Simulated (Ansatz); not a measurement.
**Geometry relaxation of WSi5 (part 2 of 4)**

WSi5 (interface cell, 48 atoms in the cell); DFT LDA, scalar-relativistic, plane waves, PAW, no spin polarisation (Ansatz 0.2.0); cutoff 420 eV, 5×5×2 k-mesh, Gaussian smearing of 0.1 eV. The structure derives from a Materials Project entry. It belongs to a series of runs on one base structure; here: film shifted by (0, 0) in the plane.

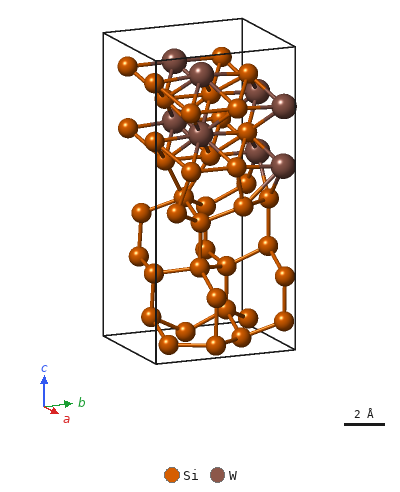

Fig. 1: The geometry at step 24 of the log (ball-and-stick view of the cell of the calculation, seen slightly off an axis).

## Output, continued
```
relax step  23: F+E_penalty+E_count = -105385.19017792 eV  Δ(F+E_penalty+E_count) = -1.591e-4 eV  max|allowed force component| = 5.459e-3 eV/Å  Δτ_max = 0.0037 Å  P = -0.786 GPa  Ω = 792.089 Å³  energy of the carried Pulay correction = +1.395e-2 eV  fix = [a, b, alpha, beta, gamma]  reactions: a -2.817, b +0.458 GPa; alpha -0.003, beta +2.554, gamma +0.001 GPa/rad  (6 SCF iters, dr2 threshold 5.81e-8 eV, accepted)
Initial wavefunctions: pseudopotential atomic-orbital guess (no wavefunctions were taken with the density)
iter 1 solved again at ethr=8.19e-7 eV; its pass at ethr=3.10e-3 eV (dr2=2.23e-3 eV) is discarded
SCF iter   1: F=—  HF=-105385.181880 eV  |F-HF|=—  |Δ(HF+E_count)|=         —  Δρ=6.23e-5  dr2=3.22e-6  ethr=8.19e-7  ⟨swp⟩=3.3  Hψ=35187  notcnv=0
eigensolver tolerance schedule: the retry pair's looser diagonalisation over-reported the residual by 691.42 of it (diagonalisation noise at 0.22 of the residual, at the tolerance the schedule requests for it); recorded, not acted on — ethr = c·dr2/N_el stays at c = 1.0e-1
SCF iter   2: F=—  HF=-105385.182264 eV  |F-HF|=—  |Δ(HF+E_count)|=   3.85e-4  Δρ=3.25e-5  dr2=8.57e-7  ethr=1.18e-9  ⟨swp⟩=3.2  Hψ=9314  notcnv=0
iter 3 did not close the SCF: its close was put off for the readings that it lacked (scf_convergence_deferred on its scf_iter line)
SCF iter   3: F=-105385.182266 eV  HF=-105385.182266 eV  |F-HF|=1.91e-9  |Δ(HF+E_count)|=   1.45e-6  Δρ=8.85e-7  dr2=3.63e-9  ethr=3.15e-10  ⟨swp⟩=2.3  Hψ=6133  notcnv=0
iter 4 did not close the SCF: its close was put off for the readings that it lacked (scf_convergence_deferred on its scf_iter line)
SCF iter   4: F=-105385.182266 eV  HF=-105385.182266 eV  |F-HF|=7.42e-10  |Δ(HF+E_count)|=  7.28e-11  Δρ=2.17e-7  dr2=9.04e-10  ethr=1.33e-12  ⟨swp⟩=2.3  Hψ=7929  notcnv=0
iter 5 did not close the SCF: its close was put off for the readings that it lacked (scf_convergence_deferred on its scf_iter line)
SCF iter   5: F=-105385.182266 eV  HF=-105385.182266 eV  |F-HF|=3.35e-10  |Δ(HF+E_count)|=  7.28e-11  Δρ=5.13e-8  dr2=3.41e-10  ethr=1.00e-12  ⟨swp⟩=1.0  Hψ=4784  notcnv=0
iter 6 did not close the SCF: its close was put off for the readings that it lacked (scf_convergence_deferred on its scf_iter line)
SCF iter   6: F=-105385.182266 eV  HF=-105385.182266 eV  |F-HF|=1.60e-10  |Δ(HF+E_count)|=    0.00e0  Δρ=2.53e-8  dr2=1.01e-10  ethr=1.00e-12  ⟨swp⟩=1.0  Hψ=4784  notcnv=0
SCF iter   7: F=-105385.182266 eV  HF=-105385.182266 eV  |F-HF|=0.00e0  |Δ(HF+E_count)|=  2.91e-11  Δρ=1.49e-8  dr2=4.02e-12  ethr=1.00e-12  ⟨swp⟩=9.3  Hψ=22029  notcnv=0
SCF 24 converged in 7 iterations: F = -105385.182266 eV  dr2 = 4.02e-12
relax step  24: F+E_penalty+E_count = -105385.18226582 eV  Δ(F+E_penalty+E_count) = +7.912e-3 eV  max|allowed force component| = 5.460e-3 eV/Å  Δτ_max = 0.0000 Å  P = -0.804 GPa  Ω = 792.089 Å³  fix = [a, b, alpha, beta, gamma]  reactions: a -2.828, b +0.446 GPa; alpha -0.003, beta +2.554, gamma +0.001 GPa/rad  stress off target by 3.00e-2 GPa on what of the cell is left free  SCF on the basis re-selected at this cell (its energy is not comparable with the rows above)  (7 SCF iters)
```

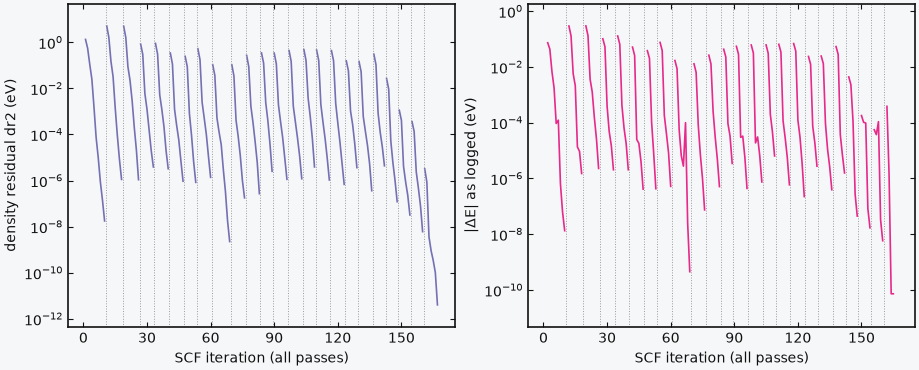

Fig. 2: Convergence of the self-consistent field: density residual dr2 and size of the energy change against the SCF iteration. The dotted lines part the SCF passes of the relaxation: geometry steps, rejected trials and re-solves on a re-selected basis. The 24 passes take 6 to 10 iterations each, 167 in all.

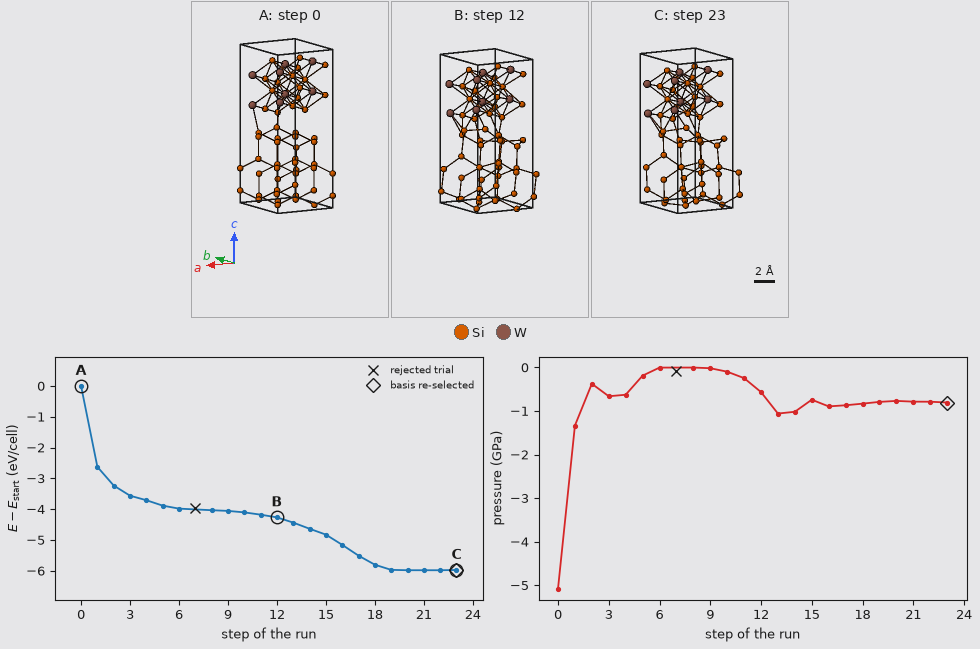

Fig. 3: Frames of the relaxation (ball-and-stick view of the cell of the calculation, seen at an oblique angle) above the curves, on which the letters mark them (the first geometry is step 0 here and step 1 in the log).

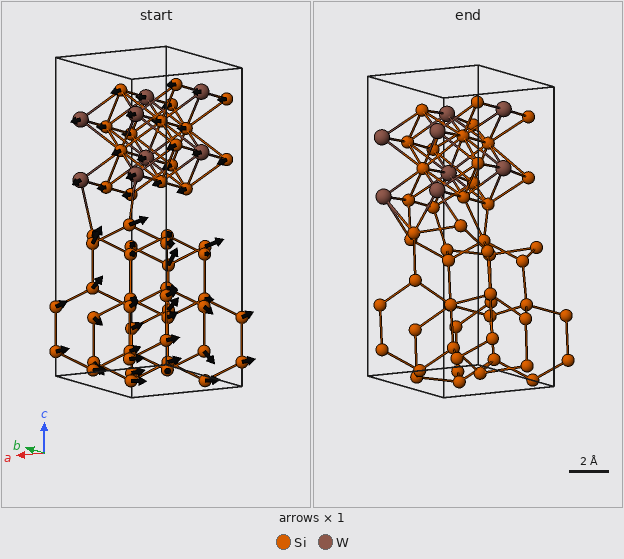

Fig. 4: Before (left) and after (right) the relaxation, at one scale (ball-and-stick view of the cell of the calculation, seen at an oblique angle). The black arrows give the displacements (without the part carried along by the change of the cell), at true length. Over 22 geometry steps the energy falls by 5.982 eV per cell of the calculation. Largest force component: 1.5 eV/Å at the start, 0.0055 eV/Å at the end. The pressure goes from −5.08 to −0.80 GPa. The line search rejected the trial step at point 7 (counted from 0) and went back. The atom that moves furthest relative to the cell is Si23 (1.08 Å). By element the largest moves are Si 1.08 Å, W 0.59 Å. Cell: a stays at 6.616 Å, b stays at 7.639 Å, c 16.652 → 15.672 Å (−5.9 %). Volume −5.9 %. Among the contacts that change: Si19–W30 4.195 → 2.544 Å, Si23–W29 4.338 → 2.775 Å, Si5–W48 4.082 → 2.744 Å, Si3–Si46 2.789 → 3.836 Å. New bonds form: Si19–W29 (3.74 → 2.74 Å), Si19–W30 (4.20 → 2.54 Å), Si21–Si26 (3.33 → 2.51 Å), Si22–Si27 (3.02 → 2.32 Å). Bonds break: Si4–W47 (3.00 → 3.98 Å). Among the angles that change: Si19–Si23–W30 108.9° → 57.4°, Si4–Si5–W47 65.9° → 106.7°, Si5–Si4–Si46 148.1° → 110.7°. A last SCF at the same geometry on a re-selected plane-wave basis shifts the energy by +7.9 meV per cell of the calculation. (Atoms are counted from 1 in the order of the input.)

```
basis re-selected at this cell: Δ(F+E_penalty+E_count) = +7.912e-3 eV, ΔP = -0.018 GPa vs the last step (what re-selecting the basis moved, of the pressure what is left beyond the Pulay correction that the steps carried, after the strain that the cell walked since its last selection, with what the two solves' SCF thresholds leave and, on support functions, any second-order correction that the steps lacked; it is no measure of the basis error at this ecutwfc). The dense FFT grid was sized anew with the basis: this SCF ran on 45×54×108 points, the steps before it on 45×54×120, so part of this shift can come from that change (see relax.cell in the input reference). This SCF's stress stands 3.00e-2 GPa from its target on what of the cell is left free (relax.cell.stress_tol is 1.50e-1 GPa) and its largest allowed force component is 5.46e-3 eV/Å (relax.f_tol is 2.00e-2 eV/Å): within both
SCF converged after 7 iterations
Free energy (F): -105385.182266 eV
Harris-Foulkes:  -105385.182266 eV  (|F-HF|=0.00e0)
Internal energy: -105385.149354 eV  (E = F + TS)
E sigma→0 (E₀):  -105385.165810 eV
Entropy (-TS):   -0.032912 eV (-0.686 meV/atom)
Fermi energy:    10.410561 eV
--- Per-component energies (eV) ---
  E_band       = -1194.312466
  E_kinetic    = 5314.961004
  E_local      = -29316.622274  (includes V_loc(G=0)·N_el)
  E_nonlocal   = 1126.211935
  E_hartree    = 13346.180269
  E_xc         = -4353.099369
  E_vxc        = -3849.390758  (∫ρ·V_xc dr)
  E_paw        = -85925.350164  (= ΣΔE_a)
  E_vpaw       = -1161.832811  (= ΣTr[D̂ρ^β])
  E_aug_tail   = -0.000304  (compensation charges beyond the density's cutoff)
  E_ewald      = -5583.068904
  E_core_change = 5.638452  (= ΣΔE_core)
  E_smearing   = -0.032912  (= −TS)
  E_closure    = 0.000000  (closes the sum)
  Σ components = -105385.182266   (vs F -105385.182266, Δ=0.00e0)
--- Forces (eV/Å), atoms counted from 1 ---
  atom   1  Si     0.00166529     0.00113753     0.00285301
  atom   2  Si    -0.00081519    -0.00043218     0.00030107
  atom   3  Si    -0.00019809     0.00149779    -0.00082938
  atom   4  Si     0.00005844     0.00042112    -0.00231465
  atom   5  Si    -0.00160851    -0.00318429     0.00051140
  atom   6  Si    -0.00182207    -0.00308396     0.00135964
  atom   7  Si    -0.00108887     0.00020024     0.00081184
  atom   8  Si     0.00067071    -0.00146319    -0.00299614
  atom   9  Si     0.00286808    -0.00067414     0.00323637
  atom  10  Si    -0.00104434     0.00010039     0.00158123
  atom  11  Si     0.00044279     0.00195873     0.00230488
  atom  12  Si    -0.00055402     0.00113319     0.00026625
  atom  13  Si     0.00013045    -0.00070440    -0.00021474
  atom  14  Si    -0.00138997    -0.00021117    -0.00305188
  atom  15  Si     0.00105960    -0.00261036     0.00080051
  atom  16  Si    -0.00092925     0.00042946     0.00001058
  atom  17  Si    -0.00110193    -0.00005489     0.00070407
  atom  18  Si     0.00177551     0.00013127    -0.00237779
  atom  19  Si    -0.00197690     0.00039828    -0.00073912
  atom  20  Si    -0.00138090    -0.00253494    -0.00180656
  atom  21  Si    -0.00076346     0.00029701    -0.00050242
  atom  22  Si    -0.00319326     0.00056212    -0.00199303
  atom  23  Si     0.00095365     0.00172738     0.00055004
  atom  24  Si     0.00275868    -0.00078479     0.00229609
  atom  25  Si    -0.00013277     0.00109835     0.00147942
  atom  26  Si     0.00042189    -0.00399137     0.00407068
  atom  27  Si    -0.00226744    -0.00116610     0.00049717
  atom  28  Si     0.00263028     0.00238130     0.00185454
  atom  29  W      0.00124781    -0.00199882    -0.00149698
  atom  30  W     -0.00095221     0.00021193    -0.00031478
  atom  31  Si     0.00001220     0.00243764     0.00035302
  atom  32  Si     0.00059140     0.00025399     0.00121163
  atom  33  Si    -0.00020670     0.00454129    -0.00189319
  atom  34  Si     0.00066396     0.00215623     0.00029442
  atom  35  W      0.00019680    -0.00225878    -0.00035433
  atom  36  W      0.00269736    -0.00350105    -0.00318365
  atom  37  Si     0.00068478    -0.00163901     0.00229225
  atom  38  Si    -0.00149521    -0.00022838    -0.00009703
  atom  39  Si     0.00030576    -0.00276709    -0.00071120
  atom  40  Si     0.00020662    -0.00431565    -0.00262069
  atom  41  W      0.00137806     0.00059725    -0.00199529
  atom  42  W      0.00041491    -0.00123491    -0.00092687
  atom  43  Si     0.00147817     0.00310632     0.00256041
  atom  44  Si    -0.00242709     0.00274203     0.00148051
  atom  45  Si     0.00113835    -0.00081432     0.00010985
  atom  46  Si    -0.00066999     0.00262719     0.00169941
  atom  47  W     -0.00181299     0.00545758    -0.00203093
  atom  48  W      0.00145198     0.00194923    -0.00301386
  max |Σ_I F_I| component: 9.89e-5 eV/Å
--- Stress (GPa, compression-positive) ---
       -2.828028      -0.001087      -2.554419
       -0.001087       0.445611       0.003397
       -2.554419       0.003397      -0.029963
  P = ⅓ Tr σ = -0.8041 GPa (-8.041 kbar)
--- Band table (eV; the first three rows and the last of 26) ---
  k-point 0: bands = ["-63.3221", "-63.3220", "-62.9223", "-62.9222", "-62.9117", "-62.9116", "-62.8956", "-62.8953", "-27.7254", "-27.7254", "-27.5926", "-27.5924", "-27.5628", "-27.5628", "-27.4915", "-27.4912", "-27.3421", "-27.3418", "-27.3221", "-27.3213", "-27.2465", "-27.2363", "-27.2169", "-27.2164", "-27.2163", "-27.2136", "-27.2111", "-27.2110", "-27.1940", "-27.1915", "-27.1533", "-27.1529", "-2.8757", "-1.7945", "-1.7034", "-0.5758", "-0.3184", "-0.2411", "-0.0190", "0.1565",
      "0.1847", "0.2362", "0.3734", "0.5931", "0.6221", "0.6627", "0.8050", "0.9449", "1.1753", "1.3209", "1.3777", "1.8527", "1.9080", "1.9142", "1.9400", "2.0604", "2.6826", "2.7560", "3.0095", "3.1456", "3.2442", "3.3910", "3.4184", "3.4741", "3.7280", "3.7570", "3.7784", "3.9095", "4.0827", "4.1378", "4.2914", "4.4069", "4.4682", "4.7380", "4.7434", "5.2990", "5.4929", "5.5675", "5.6539", "5.8503",
      "5.8993", "6.1458", "6.2360", "6.3922", "6.4207", "6.4580", "6.4723", "6.6800", "6.7217", "6.8048", "6.9047", "6.9438", "7.0799", "7.2494", "7.3840", "7.4585", "7.4610", "7.5727", "7.6358", "7.6655", "7.6796", "7.7224", "7.7395", "7.7436", "7.7625", "7.9364", "7.9624", "7.9708", "8.1203", "8.1564", "8.1777", "8.3385", "8.4541", "8.4800", "8.6377", "8.6532", "8.6699", "8.8806", "8.8947", "8.9390",
      "9.0640", "9.2562", "9.3182", "9.3493", "9.4022", "9.5725", "9.6249", "9.6388", "9.7982", "9.8079", "9.8472", "9.8866", "10.0507", "10.1639", "10.1804", "10.4621", "10.5324", "10.7260", "10.9986", "11.1711", "11.3592", "11.4564", "11.5566", "11.5885", "11.6542", "11.7923", "11.8307", "11.9271", "12.0814", "12.2845", "12.3292", "12.3411", "12.3483", "12.4093", "12.6707", "12.7310", "12.7926", "12.8101", "12.8785", "12.9046",
      "12.9191", "13.1774", "13.1864", "13.2030", "13.2388", "13.2741", "13.4110", "13.4680", "13.4727", "13.5179", "13.6834", "13.7205", "13.7517", "13.8376", "13.9026", "13.9101", "13.9774", "14.1764", "14.2514", "14.2592", "14.3953", "14.4034", "14.4248", "14.4962"]
  k-point 1: bands = ["-63.3221", "-63.3220", "-62.9223", "-62.9222", "-62.9117", "-62.9116", "-62.8956", "-62.8953", "-27.7254", "-27.7254", "-27.5926", "-27.5924", "-27.5628", "-27.5628", "-27.4915", "-27.4912", "-27.3421", "-27.3418", "-27.3221", "-27.3213", "-27.2465", "-27.2363", "-27.2169", "-27.2164", "-27.2163", "-27.2136", "-27.2111", "-27.2110", "-27.1940", "-27.1915", "-27.1533", "-27.1529", "-2.8694", "-1.9942", "-1.1480", "-1.1029", "-0.5686", "0.0140", "0.0368", "0.1152",
      "0.3445", "0.3738", "0.3974", "0.6639", "0.6809", "0.6920", "0.7083", "0.9006", "1.1014", "1.3049", "1.3164", "1.7681", "1.8547", "1.8703", "1.9380", "2.1638", "2.6628", "2.7064", "2.9775", "3.0512", "3.1057", "3.3824", "3.4340", "3.5178", "3.7874", "3.8734", "4.0352", "4.1379", "4.2039", "4.2132", "4.2149", "4.3955", "4.4854", "4.6364", "4.8414", "4.8731", "5.4377", "5.5425", "5.6393", "5.8777",
      "5.8957", "5.9726", "6.0783", "6.1864", "6.3345", "6.4600", "6.4863", "6.5697", "6.9657", "7.0034", "7.1612", "7.2158", "7.2326", "7.2984", "7.2988", "7.3058", "7.3540", "7.5037", "7.5704", "7.6251", "7.6664", "7.6987", "7.7520", "7.8011", "7.9059", "7.9450", "7.9554", "7.9910", "8.1827", "8.2483", "8.2882", "8.4126", "8.4756", "8.5097", "8.6034", "8.6449", "8.7961", "8.8292", "8.9070", "8.9448",
      "8.9523", "9.0689", "9.1152", "9.2066", "9.3379", "9.4605", "9.6104", "9.6394", "9.7368", "9.7998", "9.8384", "10.0515", "10.1582", "10.1921", "10.3246", "10.3586", "10.4406", "10.6023", "11.0606", "11.3040", "11.3431", "11.4919", "11.6020", "11.6024", "11.6321", "11.7867", "11.8027", "11.9940", "12.0562", "12.1263", "12.2604", "12.3601", "12.4080", "12.6078", "12.6313", "12.7215", "12.7785", "12.9005", "12.9085", "12.9511",
      "12.9974", "13.0859", "13.1050", "13.1646", "13.2082", "13.2621", "13.2981", "13.4529", "13.5419", "13.5951", "13.6654", "13.7280", "13.8494", "13.8740", "14.0066", "14.0529", "14.1391", "14.1700", "14.2146", "14.2485", "14.2589", "14.3405", "14.4720", "14.5168"]
```
